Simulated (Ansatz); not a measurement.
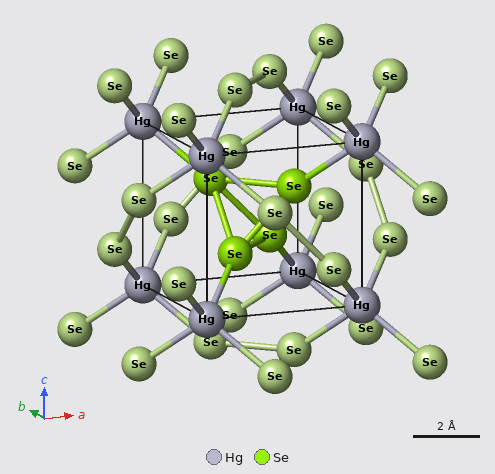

The image is a ball-and-stick drawing of a crystal, viewed slightly off an axis. The conventional unit cell is outlined; an atom on or near a face, edge or corner is repeated at each equivalent position. Bonded neighbours in the next cells are drawn too, in fainter colours. Cell: a = 5.10 Å, b = 5.10 Å, c = 5.10 Å, α = 90.00°, β = 90.00°, γ = 90.00°.

The model was built from a structure type filled with these elements by a generator (whether the compound takes this form wasn't checked). Earlier steps of the study may have refined or changed the cell and positions. An electronic-structure calculation with Ansatz was run on it.

What structure is drawn here?

Its composition is HgSe$_{4}$. It is primitive cubic, space group P-43m (No. 215). Content of the cell: 1 Hg, 4 Se (Z = 1). Going by the bonds shown, the numbers of neighbours are Hg 4 and Se 4.

The numbers come from Ansatz, DFT PBE, scalar-relativistic, plane waves, PAW, using a cutoff energy of 420 eV, an 8×8×8 sampling of the Brillouin zone, Gaussian smearing of 0.1 eV, no spin polarisation.

How large a gap does the method give, if there is one?

A metal: bands cross the Fermi level.

State the Bader charges by element.

Hg +0.19 e; Se -0.05 e.

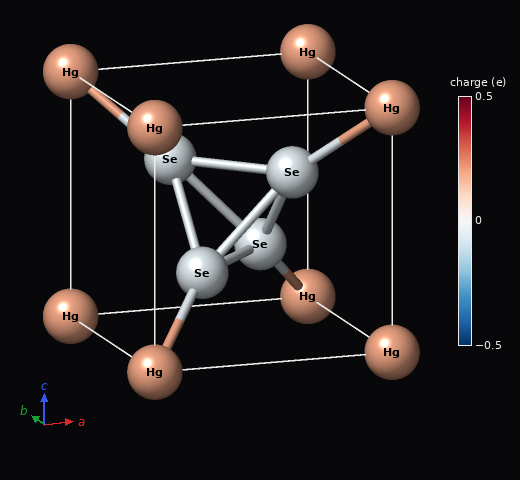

The atoms coloured by those charges. The run's cell of 5 atoms is drawn.

Does this geometry sit at a stationary point of the energy?

Yes. All forces vanish to within 0.01 eV/Å. The pressure is 0.0 GPa, close to zero.
